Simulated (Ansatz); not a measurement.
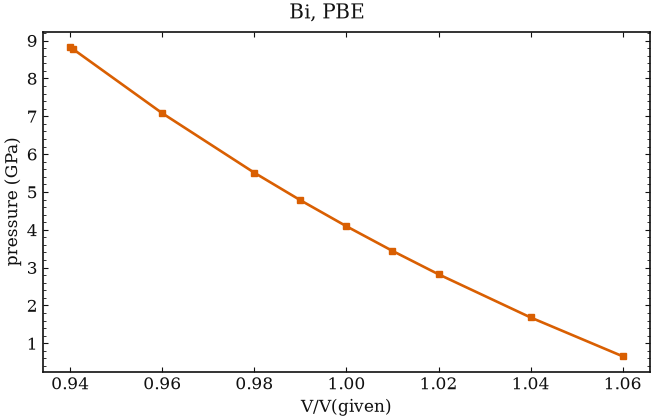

The figure shows the pressure against V/V(given) for Bi, space group C2/m (No. 12).

Starting cell:
```yaml
crystal:
  lattice:
    - [3.33628, -3.05540, 0.00000]
    - [3.33628, 3.05540, 0.00000]
    - [-1.15098, 0.00000, 3.09291]
  atoms:
    - { symbol: Bi, position: [0.25180, 0.25180, 0.14900] }
    - { symbol: Bi, position: [0.74820, 0.74820, 0.85100] }
```

Calculation (Ansatz 0.2.0): periodic Kohn-Sham DFT of a crystal at fixed atoms, scaled to the stated factor times the given cell; pressure positive in compression. Level: PBE, no spin-orbit coupling.

```json
{"setting": "method", "value": "all-electron PAW"}
{"setting": "relativity", "value": "scalar"}
{"setting": "k mesh", "value": "8×8×11"}
{"setting": "occupations", "value": "Fermi–Dirac"}
{"setting": "smearing width", "value": "0.05 eV"}
{"setting": "nucleus", "value": "Gaussian"}
```

V(given) is 31.53 Å³/atom.

From this curve and the settings, what does the calculation give for the largest field gradient Vzz at the same points?

The largest field gradient Vzz goes from −12.334 1e21 V/m² at V/V(given) 0.9400 to −12.431 1e21 V/m² at 1.0600, not monotonically, with a low of −12.453 1e21 V/m² at 1.0100.

| V/V(given) | largest field gradient Vzz (1e21 V/m²) |
| --- | --- |
| 0.9400 | −12.334 |
| 0.9405 | −12.336 |
| 0.9600 | −12.396 |
| 0.9800 | −12.434 |
| 0.9900 | −12.444 |
| 1.0000 | −12.450 |
| 1.0100 | −12.453 |
| 1.0200 | −12.452 |
| 1.0400 | −12.444 |
| 1.0600 | −12.431 |

Caveats: field gradient without spin-orbit coupling on heavy atoms; no gap: field gradients move with the k mesh; no spin-orbit coupling on heavy atoms; the volumes run don't bracket the minimum of the energy, so any equilibrium value is extrapolated; shape and atomic fractions are frozen while scaling, which makes layered, chain and framework solids too stiff.
